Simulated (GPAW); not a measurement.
# Collinear magnetic orders of free-standing triangular Cr monolayer, spacing 2.56 A with GPAW

A self-consistent run ends on one state, which hangs on the start. Several orders of free-standing triangular Cr monolayer, spacing 2.56 A are started in GPAW and their energies compared.

Method: LDA; plane waves with GPAW's PAW setups, scalar-relativistic, in GPAW 26.7.0.

## Step 1: Starting point

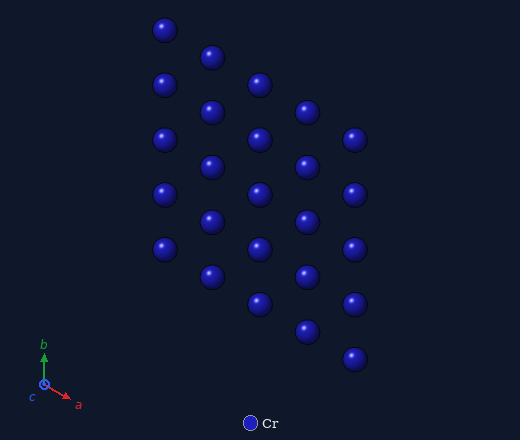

The cell as given, from above (chromium blue). 4×4×1 cells are drawn. Some periodic images of atoms are drawn too.

The cell holds 1 atom: 1 Cr. Cell: a = 2.560 Å, b = 2.560 Å, c = 14.000 Å, α = 90.0°, β = 90.0°, γ = 120.0°. model lattice. Vacuum lies along c.

Structure file:

```
Cr
1.0
     2.56000    0.00000    0.00000
    -1.28000    2.21703    0.00000
     0.00000    0.00000   14.00000
Cr
1
Cartesian
  0.0000 0.0000 7.0000
```

## Step 2: Run 1 (ferro +)

The parallel start comes first: it fits the smallest cell, keeps the most symmetry and shows whether parallel moments form.

File order1.py:

```python
import json
import numpy as np
from ase import Atoms
from ase.parallel import paropen, parprint
from gpaw import GPAW

atoms = Atoms(['Cr'],
    cell=[[2.56, 0.0, 0.0],
         [-1.28, 2.217025, 0.0],
         [0.0, 0.0, 14.0]],
    scaled_positions=[[0.0, 0.0, 0.5]],
    pbc=True,
    magmoms=[2.5])
atoms.calc = GPAW(mode={'name': 'pw', 'ecut': 550},
    xc='LDA',
    kpts={'size': (12, 12, 1), 'gamma': True},
    occupations={'name': 'fermi-dirac', 'width': 0.05},
    convergence={'density': 1e-05, 'energy': 1e-05},
    maxiter=200,
    symmetry={'tolerance': 1e-4},
    txt='order1.txt')
e = atoms.get_potential_energy(force_consistent=True)
res = {'free_energy': e, 'energy_sigma0': atoms.get_potential_energy(), 'fermi_energy': atoms.calc.get_fermi_level()}
res['moments'] = atoms.get_magnetic_moments().tolist()
res['total'] = atoms.get_magnetic_moment()
parprint('site moments (muB):', np.round(res['moments'], 3))
parprint(f"total moment: {res['total']:.3f} muB")
parprint(f'free energy: {e:.6f} eV')
atoms.calc.write('order1.gpw')
with paropen('results.json', 'w') as f:
    json.dump(res, f)
```

On the command line:

```bash
OMP_NUM_THREADS=1 python3 order1.py > order1.log
```

Numbers of over 12 decimals in the logs are rounded to 6 here.

The log of the run:

```text
site moments (muB): [0.]
total moment: 0.000 muB
free energy: -7.544984 eV

--- order1.txt ---
Input parameters:
  mode=PW(ecut=550),
  convergence={'density': 1e-05, 'energy': 1e-05},
  kpts=MonkhorstPack(size=(12, 12, 1), gamma=True),
  maxiter=200,
  occupations=Occupations(name='fermi-dirac', width=0.05),
  symmetry=Symmetry(tolerance=0.0001),
  xc=XC(name='LDA')

Diagonalizing LCAO Hamiltonian
Converting LCAO to pw mode

       Cr

Atoms  # Å, Bohr magnetons
|   | symbol |        x |        y |        z |    initial magnetic moments |
|---|--------|----------|----------|----------|-----------------------------|
| 0 |     Cr | 0.000000 | 0.000000 | 7.000000 | ( 0.0000,  0.0000,  2.5000) |

Unit cell  # Å
| periodic |         x |        y |         z |   lengths |     angles |
|----------|-----------|----------|-----------|-----------|------------|
|      yes |  2.560000 | 0.000000 |  0.000000 |  2.560000 |  90.000000 |
|      yes | -1.280000 | 2.217025 |  0.000000 |  2.560000 |  90.000000 |
|      yes |  0.000000 | 0.000000 | 14.000000 | 14.000000 | 120.000000 |

Number of symmetries: 24

BZ-sampling:
  Number of BZ points: 144
  Number of IBZ points: 19

  Monkhorst-Pack size: [12, 12, 1]
  Monkhorst-Pack shift: [0.041667, 0.041667, 0.0]

K-points  # in reciprocal-cell coordinates
|     |                                coordinates |     weight |
|-----|--------------------------------------------|------------|
|   0 | ( -0.00000000,  -0.00000000,   0.00000000) | 0.00694444 |
|   1 | (  0.08333333,  -0.00000000,   0.00000000) | 0.04166667 |
|   2 | (  0.16666667,  -0.08333333,   0.00000000) | 0.04166667 |
|   3 | (  0.16666667,  -0.00000000,   0.00000000) | 0.04166667 |
|   4 | (  0.25000000,  -0.08333333,   0.00000000) | 0.08333333 |
|   5 | (  0.25000000,  -0.00000000,   0.00000000) | 0.04166667 |
|   6 | (  0.33333333,  -0.16666667,   0.00000000) | 0.04166667 |
|   7 | (  0.33333333,  -0.08333333,   0.00000000) | 0.08333333 |
|   8 | (  0.33333333,  -0.00000000,   0.00000000) | 0.04166667 |
|   9 | (  0.33333333,   0.33333333,   0.00000000) | 0.01388889 |
| ... |                                            |            |
|  18 | (  0.50000000,   0.50000000,   0.00000000) | 0.02083333 |

Plane wave coefficients: 2373
Cutoff: 550.0 eV

Spin-components: 2 (collinear spins)
Bands:           9
Projectors:      6
Spin-degeneracy: 1
Datatype:        complex128

Parallelization:
  kpt:    1
  domain: 1
  band:   1

Density:
  Valence electrons: 6.0
  Components: 2
  Grid points: [14 14 80]
  Charge: 0.0  # |e|

Potential:
  Grid points: [14 14 80]

species:
  Cr:
    name:    Chromium
    Z:       24.0
    valence: 6
    core:    18
    charge:  0.0  # [|e|]
    compensation charges:
      type: gauss
      rc: 0.35  # [Å]
      lmax: 2
    cutoffs:
      filter: 2.14  # [Å]
      core: 3.04  # [Å]
    projectors
    | kind |    occ | energy [eV] | rcut [Å] |
    |------|--------|-------------|----------|
    |   4s |  1.000 |      -4.191 |    1.164 |
    |   4p |  0.000 |      -1.079 |    1.217 |
    |   3d |  5.000 |      -3.128 |    1.111 |
    |    s |        |      23.021 |    1.164 |
    |    p |        |      26.132 |    1.217 |
    |    d |        |      24.083 |    1.111 |

    Using partial waves for Cr as LCAO basis

Reference energy: -28526.683362  # eV

eigensolver:
  PPCG
  Converge bands: occupied
  niter=2

density mixing:
  MSR1-Mixer
  Pratt-step length: 0.05
  Maximum mixing coefficient: 0.75
  Old densities: 10
  SVD Regularization: 0.005
  Good broyden scale: 1.0
  Trust region scale: 1.0
  Backstep threshold: 4.0
  History deletion threshold: 6.0
  Fourier metric: weight=20.0, sigma=0.015

occupation numbers:
  Fermi-Dirac:
    width: 0.0500  # eV

poisson solver:
  ecut: 4400.0  # eV

xc functional:
  name: None

convergence criteria:
- Maximum integral of absolute [dens]ity change: 1e-05 electrons / valence electron
- Maximum [total energy] change in last 3 cyles: 1e-05 eV / valence electron
- Maximum integral of absolute [eigenst]ate change: 4e-08 eV^2 / valence electron
maximum number of iterations: 200

SCF iterations
|iter     |      energy | eigst |  dens |  magmom |
|---------|-------------|-------|-------|---------|
|iter:   1|       0s |   -8.119913 | +0.48 |       |  +2.4965|
|iter:   2|       0s |   -7.914848 | -1.33 | -0.49 |  +2.4635|
|iter:   3|       1s |   -7.443831 | -0.44 | -0.53 |  +2.1077|
|iter:   4|       2s |   -7.434766 | -1.45 | -0.97 |  +2.0287|
|iter:   5|       2s |   -7.459338 | -1.91 | -1.15 |  +1.8423|
|iter:   6|       3s |   -7.473042 | -2.31 | -1.26 |  +1.6813|
|iter:   7|       4s |   -7.465370 | -1.62 | -1.41 |  +0.5652|
|iter:   8|       4s |   -7.506124 | -1.84 | -1.14 |  +1.0482|
|iter:   9|       5s |   -7.514878 | -2.34 | -1.56 |  +0.8334|
|iter:  10|       5s |   -7.516409 | -2.99 | -1.80 |  +0.7875|
[... 11 iterations left out ...]
|iter:  22|      12s |   -7.536313c| -5.45 | -3.56 |  -0.0033|
|iter:  23|      13s |   -7.536313c| -5.83 | -3.87 |  -0.0035|
|iter:  24|      13s |   -7.536313c| -5.98 | -3.94 |  -0.0018|
|iter:  25|      14s |   -7.536313c| -6.50 | -4.06 |  -0.0004|
|iter:  26|      14s |   -7.536313c| -6.69 | -4.63 |  +0.0001|
|iter:  27|      15s |   -7.536313c| -6.65 | -5.19c|  +0.0001|
|iter:  28|      15s |   -7.536313c| -6.88 | -5.39c|  +0.0001|
|iter:  29|      16s |   -7.536313c| -7.06 | -5.64c|  +0.0001|
|iter:  30|      16s |   -7.536313c| -7.32 | -5.68c|  +0.0000|
|iter:  31|      16s |   -7.536313c| -7.51c| -5.72c|  +0.0001|

Converged in 31 steps
Energy contributions relative to reference atoms: (reference = -28526.683362)

Energy contributions:
  Kinetic:         -21.287783
  Coulomb:          14.760334
  Zero:              0.069368
  External:          0.000000
  Xc:               -1.069561
  Entropy:          -0.017341
  Spinorbit:         0.000000
  ----------------------------
  Free energy:      -7.544984
  Extrapolated:     -7.536313

dipole moment: (-3.141298, -5.440887, 0.000077)  # |e|*Ang

Total magnetic moment: (0.000000, 0.000000, 0.000059)

Local magnetic moments
|        x |        y |        z |
|----------|----------|----------|
| 0.000000 | 0.000000 | 0.000049 |  # Cr   0

Fermi level: -2.783
Eigenvalues  # (at kpt = [-0.000, -0.000, 0.000])
| band index |      eig [eV] | occ [0-1] |      eig [eV] | occ [0-1] |
|------------|---------------|-----------|---------------|-----------|
|          0 |        -7.521 |     1.000 |        -7.521 |     1.000 |
|          1 |        -3.888 |     1.000 |        -3.888 |     1.000 |
|          2 |        -2.841 |     0.763 |        -2.841 |     0.763 |
|          3 |        -2.841 |     0.763 |        -2.841 |     0.763 |
|          4 |        -2.291 |     0.000 |        -2.291 |     0.000 |
|          5 |        -1.354 |     0.000 |        -1.354 |     0.000 |
|          6 |        -1.354 |     0.000 |        -1.354 |     0.000 |
|          7 |         1.968 |     0.000 |         1.968 |     0.000 |
|          8 |         2.928 |     0.000 |         2.928 |     0.000 |

No gap
No difference between direct/indirect transitions
```

The job ended after 20 s (1 MPI rank of Intel Xeon Platinum 8488C (Sapphire Rapids), shared host; peak memory 0.17 GiB).

The spin moment in the augmentation sphere vanishes on all atoms.

Numbers from this step:

| Quantity | Value |
| --- | --- |
| final state | non-magnetic |

After 31 cycles the seed has died away: no moment is left.

## Step 3: Start 2: antiferro q=(0,1/2,0) +-

An opposed order shows whether the pairs that it reverses prefer unlike signs.

This order needs a doubled cell of 2 atoms. Its mesh is chosen so that both cells sample the same points.

order2.py is the script of step 2 with these lines changed:

```diff
@@ -6,12 +6,13 @@
 
-atoms = Atoms(['Cr'],
+atoms = Atoms(['Cr', 'Cr'],
     cell=[[2.56, 0.0, 0.0],
-         [-1.28, 2.217025, 0.0],
+         [-2.56, 4.43405, 0.0],
          [0.0, 0.0, 14.0]],
-    scaled_positions=[[0.0, 0.0, 0.5]],
+    scaled_positions=[[0.0, 0.0, 0.5],
+         [0.0, 0.5, 0.5]],
     pbc=True,
-    magmoms=[2.5])
+    magmoms=[2.5, -2.5])
 atoms.calc = GPAW(mode={'name': 'pw', 'ecut': 550},
     xc='LDA',
-    kpts={'size': (12, 12, 1), 'gamma': True},
+    kpts={'size': (12, 6, 1), 'gamma': True},
     occupations={'name': 'fermi-dirac', 'width': 0.05},
@@ -20,3 +21,3 @@
     symmetry={'tolerance': 1e-4},
-    txt='order1.txt')
+    txt='order2.txt')
 e = atoms.get_potential_energy(force_consistent=True)
@@ -28,3 +29,3 @@
 parprint(f'free energy: {e:.6f} eV')
-atoms.calc.write('order1.gpw')
+atoms.calc.write('order2.gpw')
 with paropen('results.json', 'w') as f:
```

On the command line:

```bash
OMP_NUM_THREADS=1 python3 order2.py > order2.log
```

The log of the run:

```text
site moments (muB): [ 2.882 -2.882]
total moment: -0.000 muB
free energy: -15.789423 eV

--- order2.txt ---
Input parameters:
  mode=PW(ecut=550),
  convergence={'density': 1e-05, 'energy': 1e-05},
  kpts=MonkhorstPack(size=(12, 6, 1), gamma=True),
  maxiter=200,
  occupations=Occupations(name='fermi-dirac', width=0.05),
  symmetry=Symmetry(tolerance=0.0001),
  xc=XC(name='LDA')

Diagonalizing LCAO Hamiltonian
Converting LCAO to pw mode

         Cr
          Cr

Atoms  # Å, Bohr magnetons
|   | symbol |         x |        y |        z |    initial magnetic moments |
|---|--------|-----------|----------|----------|-----------------------------|
| 0 |     Cr |  0.000000 | 0.000000 | 7.000000 | ( 0.0000,  0.0000,  2.5000) |
| 1 |     Cr | -1.280000 | 2.217025 | 7.000000 | ( 0.0000,  0.0000, -2.5000) |

Unit cell  # Å
| periodic |         x |        y |         z |   lengths |     angles |
|----------|-----------|----------|-----------|-----------|------------|
|      yes |  2.560000 | 0.000000 |  0.000000 |  2.560000 |  90.000000 |
|      yes | -2.560000 | 4.434050 |  0.000000 |  5.120000 |  90.000000 |
|      yes |  0.000000 | 0.000000 | 14.000000 | 14.000000 | 120.000000 |

Number of symmetries: 4

BZ-sampling:
  Number of BZ points: 72
  Number of IBZ points: 38

  Monkhorst-Pack size: [12, 6, 1]
  Monkhorst-Pack shift: [0.041667, 0.083333, 0.0]

Plane wave coefficients: 4694
Cutoff: 550.0 eV

Spin-components: 2 (collinear spins)
Bands:           12
Projectors:      12
Spin-degeneracy: 1
Datatype:        complex128

Parallelization:
  kpt:    1
  domain: 1
  band:   1

Density:
  Valence electrons: 12.0
  Components: 2
  Grid points: [14 28 80]
  Charge: 0.0  # |e|

Potential:
  Grid points: [14 28 80]

[... setups left out ...]
Reference energy: -57053.366723  # eV

eigensolver:
  PPCG
  Converge bands: occupied
  niter=2

density mixing:
  MSR1-Mixer
  Pratt-step length: 0.05
  Maximum mixing coefficient: 0.75
  Old densities: 10
  SVD Regularization: 0.005
  Good broyden scale: 1.0
  Trust region scale: 1.0
  Backstep threshold: 4.0
  History deletion threshold: 6.0
  Fourier metric: weight=20.0, sigma=0.015

occupation numbers:
  Fermi-Dirac:
    width: 0.0500  # eV

poisson solver:
  ecut: 4400.0  # eV

xc functional:
  name: None

convergence criteria:
- Maximum integral of absolute [dens]ity change: 1e-05 electrons / valence electron
- Maximum [total energy] change in last 3 cyles: 1e-05 eV / valence electron
- Maximum integral of absolute [eigenst]ate change: 4e-08 eV^2 / valence electron
maximum number of iterations: 200

SCF iterations
|iter     |      energy | eigst |  dens |  magmom |
|---------|-------------|-------|-------|---------|
|iter:   1|       0s |  -17.005704 | +0.56 |       |  +0.0000|
|iter:   2|       3s |  -16.594981 | -0.98 | -0.54 |  +0.0000|
|iter:   3|       7s |  -15.506251 | +0.03 | -0.59 |  +0.0000|
|iter:   4|      11s |  -15.568581 | -1.16 | -1.04 |  -0.0000|
|iter:   5|      14s |  -15.674701 | -1.25 | -1.04 |  +0.0000|
|iter:   6|      18s |  -15.742245 | -1.59 | -1.24 |  -0.0000|
|iter:   7|      21s |  -15.772502 | -1.70 | -1.33 |  -0.0000|
|iter:   8|      25s |  -15.777292 | -2.20 | -1.81 |  +0.0000|
|iter:   9|      29s |  -15.778291 | -2.54 | -2.54 |  -0.0000|
|iter:  10|      32s |  -15.778933 | -2.81 | -2.75 |  +0.0000|
[... 19 iterations left out ...]
|iter:  30|     103s |  -15.779797c| -6.69 | -4.17 |  -0.0000|
|iter:  31|     106s |  -15.779797c| -6.85 | -4.36 |  -0.0000|
|iter:  32|     110s |  -15.779797c| -7.02 | -4.29 |  -0.0000|
|iter:  33|     113s |  -15.779797c| -7.18 | -4.38 |  -0.0000|
|iter:  34|     116s |  -15.779797c| -7.33 | -4.34 |  -0.0000|
|iter:  35|     119s |  -15.779797c| -7.46c| -4.37 |  -0.0000|
|iter:  36|     121s |  -15.779797c| -7.55c| -4.62 |  -0.0000|
|iter:  37|     123s |  -15.779797c| -7.70c| -4.50 |  -0.0000|
|iter:  38|     125s |  -15.779797c| -7.87c| -4.80 |  -0.0000|
|iter:  39|     127s |  -15.779797c| -7.98c| -5.47c|  -0.0000|

Converged in 39 steps
Energy contributions relative to reference atoms: (reference = -57053.366723)

Energy contributions:
  Kinetic:          -7.949357
  Coulomb:           1.700320
  Zero:              0.076284
  External:          0.000000
  Xc:               -9.597418
  Entropy:          -0.019252
  Spinorbit:         0.000000
  ----------------------------
  Free energy:     -15.789423
  Extrapolated:    -15.779797

dipole moment: (-6.216166, -10.766672, 0.000155)  # |e|*Ang

Total magnetic moment: (0.000000, 0.000000, -0.000003)

Local magnetic moments
|        x |        y |         z |
|----------|----------|-----------|
| 0.000000 | 0.000000 |  2.881778 |  # Cr   0
| 0.000000 | 0.000000 | -2.881784 |  # Cr   1

Fermi level: -2.453
Eigenvalues  # (at kpt = [-0.000, 0.000, 0.000])
| band index |      eig [eV] | occ [0-1] |      eig [eV] | occ [0-1] |
|------------|---------------|-----------|---------------|-----------|
|          0 |        -7.486 |     1.000 |        -7.486 |     1.000 |
|          1 |        -5.459 |     1.000 |        -5.459 |     1.000 |
|          2 |        -4.135 |     1.000 |        -4.135 |     1.000 |
|          3 |        -3.818 |     1.000 |        -3.818 |     1.000 |
|          4 |        -2.819 |     0.999 |        -2.819 |     0.999 |
|          5 |        -2.208 |     0.007 |        -2.208 |     0.007 |
|          6 |        -2.162 |     0.003 |        -2.162 |     0.003 |
|          7 |        -2.050 |     0.000 |        -2.050 |     0.000 |
|          8 |        -0.768 |     0.000 |        -0.768 |     0.000 |
|          9 |        -0.105 |     0.000 |        -0.105 |     0.000 |
|         10 |         0.592 |     0.000 |         0.592 |     0.000 |
|         11 |         0.978 |     0.000 |         0.978 |     0.000 |

No gap
No difference between direct/indirect transitions
```

It took 2.3 min on 1 MPI rank; peak memory 0.3 GiB.

Spin moment in the augmentation sphere by atom:

| atom | spin moment in the augmentation sphere (μB) |
| --- | --- |
| Cr1 | 2.88 |
| Cr2 | -2.88 |

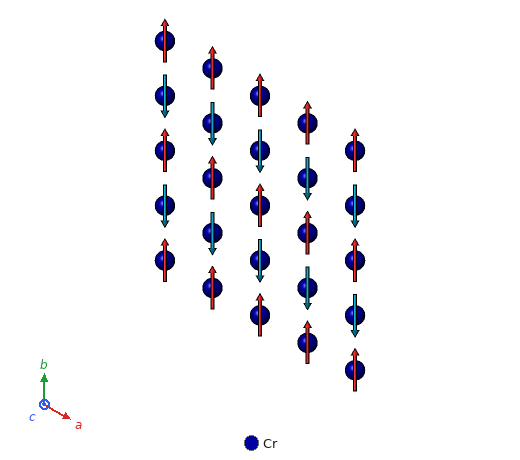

Spin moment in the augmentation sphere as arrows, the longest 2.88 μB. Up and down stand for the sign. Arrows give size and sign along the axis of quantisation, drawn up and down the page. The two directions have two colours. 4×2×1 cells are drawn. Some periodic images of atoms are drawn too.

This step gave:

* magnetization: 0 μB
* final state: antiferromagnetic

It lies 350 meV a seeded atom under the first start, and its largest moment is 2.88 μB against 4.9e-5 μB.

## Step 4: Order 3, typed as no spin polarisation

A run without seeds gives the energy of the state without moments.

File nospin.py:

```python
import json
import numpy as np
from ase import Atoms
from ase.parallel import paropen, parprint
from gpaw import GPAW

atoms = Atoms(['Cr'],
    cell=[[2.56, 0.0, 0.0],
         [-1.28, 2.217025, 0.0],
         [0.0, 0.0, 14.0]],
    scaled_positions=[[0.0, 0.0, 0.5]],
    pbc=True)
atoms.calc = GPAW(mode={'name': 'pw', 'ecut': 550},
    xc='LDA',
    kpts={'size': (12, 12, 1), 'gamma': True},
    occupations={'name': 'fermi-dirac', 'width': 0.05},
    convergence={'density': 1e-05, 'energy': 1e-05},
    maxiter=200,
    symmetry={'tolerance': 1e-4},
    txt='nospin.txt')
e = atoms.get_potential_energy(force_consistent=True)
res = {'free_energy': e, 'energy_sigma0': atoms.get_potential_energy(), 'fermi_energy': atoms.calc.get_fermi_level()}
parprint(f'free energy: {e:.6f} eV')
atoms.calc.write('nospin.gpw')
with paropen('results.json', 'w') as f:
    json.dump(res, f)
```

On the command line:

```bash
OMP_NUM_THREADS=1 python3 nospin.py > nospin.log
```

The log of the run:

```text
free energy: -7.544984 eV

--- nospin.txt ---
Input parameters:
  mode=PW(ecut=550),
  convergence={'density': 1e-05, 'energy': 1e-05},
  kpts=MonkhorstPack(size=(12, 12, 1), gamma=True),
  maxiter=200,
  occupations=Occupations(name='fermi-dirac', width=0.05),
  symmetry=Symmetry(tolerance=0.0001),
  xc=XC(name='LDA')

Diagonalizing LCAO Hamiltonian
Converting LCAO to pw mode

       Cr

Atoms  # Å, Bohr magnetons
[...]
| band index |      eig [eV] | occ [0-2] |
|------------|---------------|-----------|
|          0 |        -7.521 |     2.000 |
|          1 |        -3.888 |     2.000 |
|          2 |        -2.841 |     1.526 |
|          3 |        -2.841 |     1.526 |
|          4 |        -2.291 |     0.000 |
|          5 |        -1.354 |     0.000 |
|          6 |        -1.354 |     0.000 |
|          7 |         1.968 |     0.000 |

No gap
No difference between direct/indirect transitions


[key lines of the parts left out:]
Free energy:      -7.544984
Converged in 32 steps
dipole moment: (-3.141298, -5.440889, 0.000077)  # |e|*Ang
Fermi level: -2.783
```

The job ended after 11 s (1 MPI rank; peak memory 0.15 GiB).

Read from the output:

```yaml
final_state: non-magnetic (no spin polarisation)
```

It ends in the same state without moments as the first start; the 8.5e-6 meV between them is numerical noise.

## Step 5: Energies of the orders

These are free energies at a smearing of 0.05 eV, so its entropy term is in the differences. They are divided by the number of seeded atoms, so that cells of unlike size compare. Wavevectors q in the names are fractions of the reciprocal vectors of the first run's cell.

Orders:

| start | final state | typed order kept | energy over the lowest (meV a seeded atom) | largest site moment (μB) | net moment (μB a primitive cell) | mesh matched | CPU time (s) |
| --- | --- | --- | --- | --- | --- | --- | --- |
| ferro + | non-magnetic | no | 349.7 | 0 | 5.90e-5 | yes | 20.29 |
| antiferro q=(0,1/2,0) +- | antiferromagnetic | yes | 0 | 2.882 | 0 | yes | 135.5 |
| no spin polarisation | non-magnetic | - | 349.7 | 0 | 0 | yes | 10.67 |

## Step 6: Outcome

```
lowest state found                 : antiferromagnetic (typed antiferro q=(0,1/2,0) +-)
largest site moment                : 2.88 μB
next state                         : non-magnetic, 350 meV a seeded atom higher
energy gained by spin polarisation : 350 meV a seeded atom
```

What this shows: The lowest state found is antiferromagnetic, reached from the start antiferro q=(0,1/2,0) +-, with moments up to 2.88 μB. 1 start left the typed pattern (a sign turned or a seeded moment died), so such an energy belongs to the state reached, not the one typed. This is the lowest of 3 finished starts, no proof of the ground state.

[Logs and program files are shortened in this print: banners, set-up blocks, solver, clock and traceback lines can be left out without a mark of their own.]

[Logs are printed without paths, hosts, clocks, repeated set-up lines and the standing remarks that a program may print on its own settings, such as how far it seeks lower states.]

[Hosts, paths, dates, database ids (printed as entryN), source tags and the programs' standing remarks are cut or masked in the printed files.]

[Where a cell is said to come from a database of computed structures, the database is the Materials Project.]
